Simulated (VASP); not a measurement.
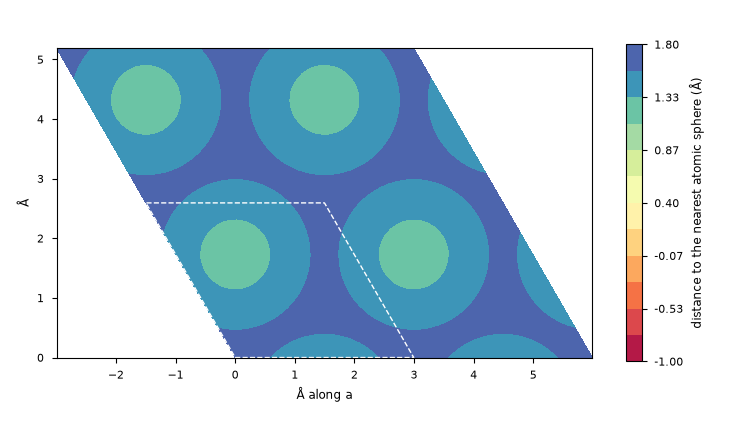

Map of the distance to the nearest atomic sphere in TiO$_{2}$ (R-3m, No. 166), computed on the section z = 0.167 (parallel to a and b; the dashed line is one cell). The black line marks the spheres' surfaces; positive values are empty space; unlabelled circles belong to atoms above or below the section.

The atoms' radii are Shannon crystal radii (six-coordinate where tabulated): Ti 0.74 Å, O 1.26 Å.

Source of the atomic positions: a cell listed in the Materials Project, as set up for an electronic-structure calculation.

```
CELL_PARAMETERS angstrom
2.99466 0.00000 0.00000
-1.49733 2.59345 0.00000
0.00000 0.00000 20.94463
ATOMIC_POSITIONS crystal
Ti 0.00000 0.00000 0.00000
O 0.33333 0.66667 0.04620
O 0.33333 0.66667 0.28713
Ti 0.66667 0.33333 0.33333
O 0.00000 0.00000 0.37953
O 0.00000 0.00000 0.62047
Ti 0.33333 0.66667 0.66667
O 0.66667 0.33333 0.71287
O 0.66667 0.33333 0.95380
```

> Where is the largest hole in this section, and how large is it?

At 0.000, 0.000, 0.167 (fractional), where the distance reaches 1.80 Å; it is enclosed by 6 O. It is the largest hole of the crystal.

> How much of the crystal lies outside the spheres?

About 66 % of the cell's volume, and 100 % of this section's area.

> What can pass through?

The largest sphere that fits anywhere has a diameter of 3.60 Å; the largest that can travel through the crystal, about 3.3 Å.
